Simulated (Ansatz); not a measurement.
# SnO$_{2}$: what the fields show

```
CELL_PARAMETERS angstrom
-3.26482 3.50009 3.50009
3.26482 -3.50009 3.50009
3.26482 3.50009 -3.50009
ATOMIC_POSITIONS crystal
Sn 0.00000 0.25000 0.75000
Sn 0.00000 0.75000 0.25000
Sn 0.50000 0.50000 0.50000
Sn 0.50000 0.00000 0.00000
O 0.19167 0.19167 0.50000
O 0.69167 0.75000 0.94167
O 0.19167 0.69167 0.00000
O 0.30833 0.75000 0.55833
O 0.69167 0.25000 0.44167
O 0.30833 0.25000 0.05833
O 0.80833 0.30833 0.00000
O 0.80833 0.80833 0.50000
```

Space group P4₂/mnm; a structure from a database of computed crystals, not necessarily the ambient phase; changed on purpose from its base cell (volume × 1.06, shape and atoms relaxed); computed pressure about −8 GPa in this cell.

Theory: DFT PBE, scalar-relativistic, plane waves, PAW (Ansatz).

Core electrons are frozen (PAW), and the valence fields are smoothed inside the atomic spheres.

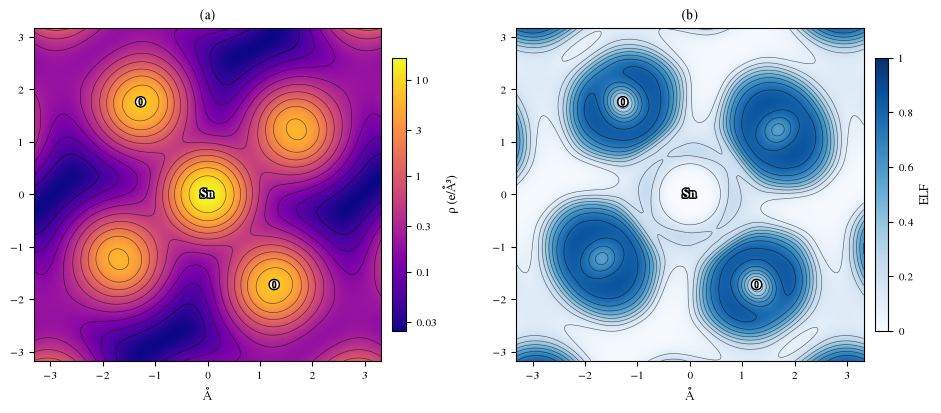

Figure 1. (a) valence pseudo-density; (b) electron localisation function on the (11̄0) plane of the calculation cell.

What does the map show?

Answer. The plane passes through Sn and O nuclei.
Atoms just off the plane (O, 0.3 Å away) can leave unmarked features too.
Sn–O (2.16 Å): the density is about 0.54 e/Å³ at the midpoint; the ELF peaks at about 0.80 in the valence shell of O, 0.6 Å from its nucleus, and is about 0.25 at the midpoint (no localised pair shows between them).
Between the atoms the lowest density in this plane is 0.02 e/Å³.
The ELF also peaks beside O, away from the bonds: lone-pair regions.

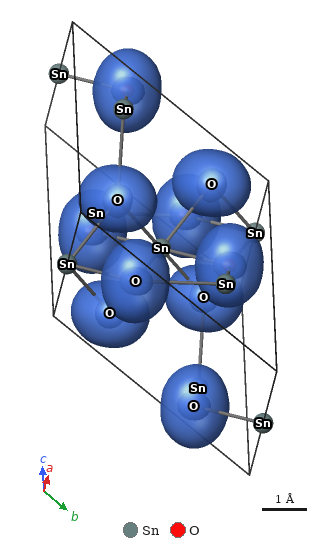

Figure 2. Isosurface of the ELF at 0.7 (blue), seen at an oblique angle. Core shells and regions of very low density are left out. Sticks mark near contacts.

Describe the localisation domains.

Answer. At this value the surface marks out eight regions wrapped around O (the valence shell of each), counted in one cell of 12 atoms. Any copies at cell faces, edges or corners count once. Profiles from the grid: Sn–O (2.11 Å): the ELF peaks at about 0.80 in the valence shell of O, 0.6 Å from its nucleus, and is about 0.25 at the midpoint: no shared electron pair shows on this line.
